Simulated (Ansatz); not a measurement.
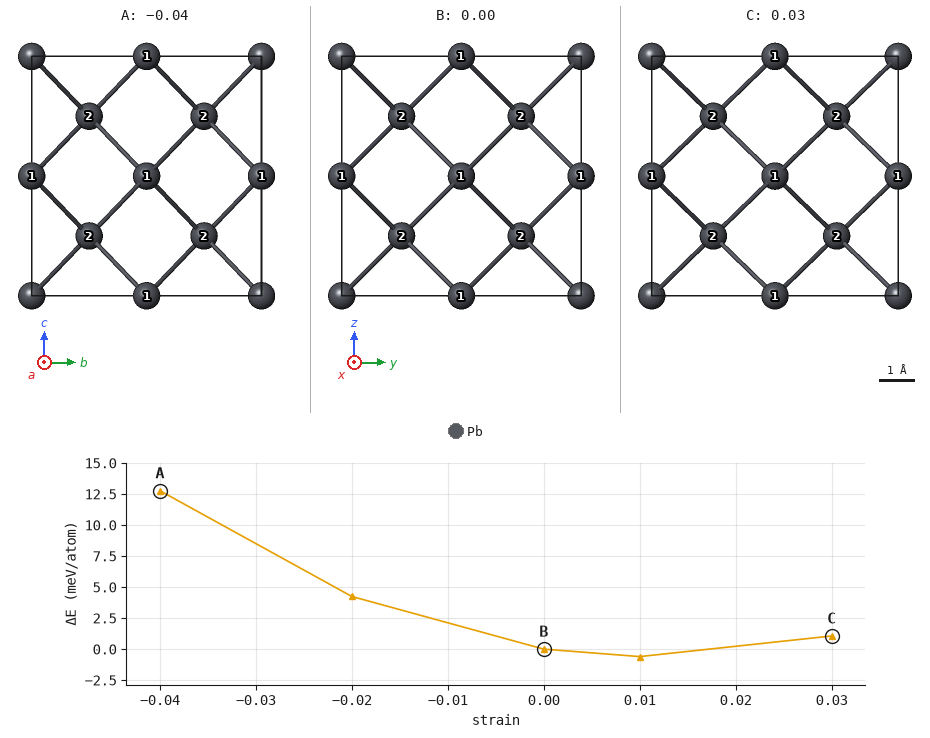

A scan of a crystal of Pb (Fd-3m): the cell is strained along y alone, with the atoms kept at their fractional coordinates. x, y and z are the Cartesian axes of the input. The lettered frames are marked on the plot. A ball-and-stick model of the conventional cell (4 times the calculation's cell), seen along the a axis. Lengths and directions refer to the drawn axes.

Method: DFT PBEsol, scalar-relativistic, plane waves, PAW in Ansatz. (plane-wave cutoff 420 eV; k-point mesh 12 × 12 × 12; occupations gaussian; smearing width 0.15 eV; no spin polarisation). Energies (free energies at the smearing named) are counted from the cell as listed in its source, which wasn't relaxed.

What does the scan show?

Answer. Of the computed points the lowest is at the strain 0.01, −0.6 meV/atom. At the ends of the scan the energy is 12.8 meV/atom (−0.04) and 1.1 meV/atom (0.03). The curvature at zero strain, (1/V) d²E/dε², is about 39 GPa; it is C₂₂ with clamped ions. The distortion takes the space group from Fd-3m to I4_1/amd. At the strain −0.04 the cell of the drawing goes b 6.878 → 6.603 Å.

The computed points:

| strain | ΔE (meV/atom) |
| --- | --- |
| −0.040 | 12.8 |
| −0.020 | 4.2 |
| 0.000 | 0.0 |
| 0.010 | −0.6 |
| 0.030 | 1.1 |
